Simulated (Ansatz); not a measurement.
The calculation's input:

```
crystal:
  lattice:
    - [2.8373, 0.0, 0.0]
    - [0.0, 2.8373, 0.0]
    - [0.0, 0.0, 4.0591]
  atoms:
    - { symbol: Ti, position: [0.0498436388, 0.0498436388, 0.0] }
    - { symbol: Al, position: [0.5, 0.5, 0.5] }
basis:
  ecutwfc: 420
kpoints:
  mp_grid: { grid: [16, 16, 12] }
hamiltonian:
  xc: pbe
scf:
  occupations: { method: gaussian, width: 0.15 }
output:
  forces: true
  stress: true
  eigenvalues: true
  write_density: true
  write_potential: true
  elf: true
  volumetric_format: npy
```

Run with:

```sh
ansatz run input.yaml --threads 1 --pin off --max-ram 2560MiB --backend cpu --events-out ev --progress --plain --runs-dir out
```

Below, planes, directions and counts refer to the conventional cell (a = 4.06 Å, b = 4.01 Å, c = 4.01 Å, α = 90.00°, β = 90.00°, γ = 90.00°).

Space group Amm2; changed on purpose from its base cell (all Ti atoms moved -0.200 Å, as atom 1 towards its neighbour atom 1 (Ti) at 4.013 A); not relaxed (largest force 0.9 eV/Å); computed without spin polarisation.

Level of theory: DFT PBE, scalar-relativistic, plane waves, PAW (Ansatz 0.2.0).

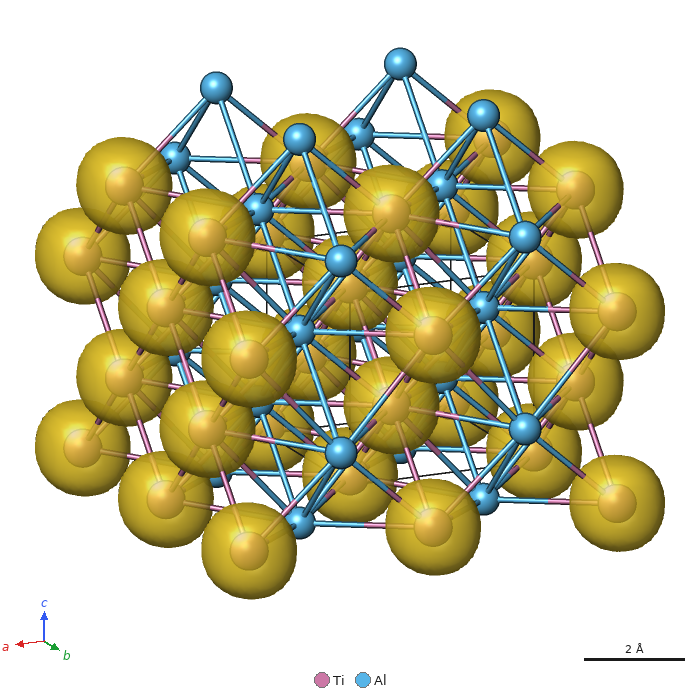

TiAl. Isosurface of the valence pseudo-density at 0.4 e/Å³ (yellow), seen at an oblique angle. Sticks mark near contacts.

In a PAW calculation such maps are meaningful between the atoms, not at the nuclei.

Question: How is the density connected at this value?

Answer: At this value the density breaks into separate islands; it holds about 60 % of the electrons treated as valence (semicore included). It bridges none of the near contacts. It is pinched off along the sampled Ti–Al (2.72 Å), Ti–Ti (2.84 Å), Al–Al (2.84 Å) and Ti–Al (2.86 Å) contacts. On the grid the lowest density along these lines, outside the cores, is 0.23 e/Å³ (Ti–Al, 2.72 Å), 0.22 e/Å³ (Ti–Ti, 2.84 Å), 0.22 e/Å³ (Al–Al, 2.84 Å) and 0.2 e/Å³ (Ti–Al, 2.86 Å).

Question: Does the calculation give a band gap?

Answer: It is gapless in this calculation (a metal or semimetal).
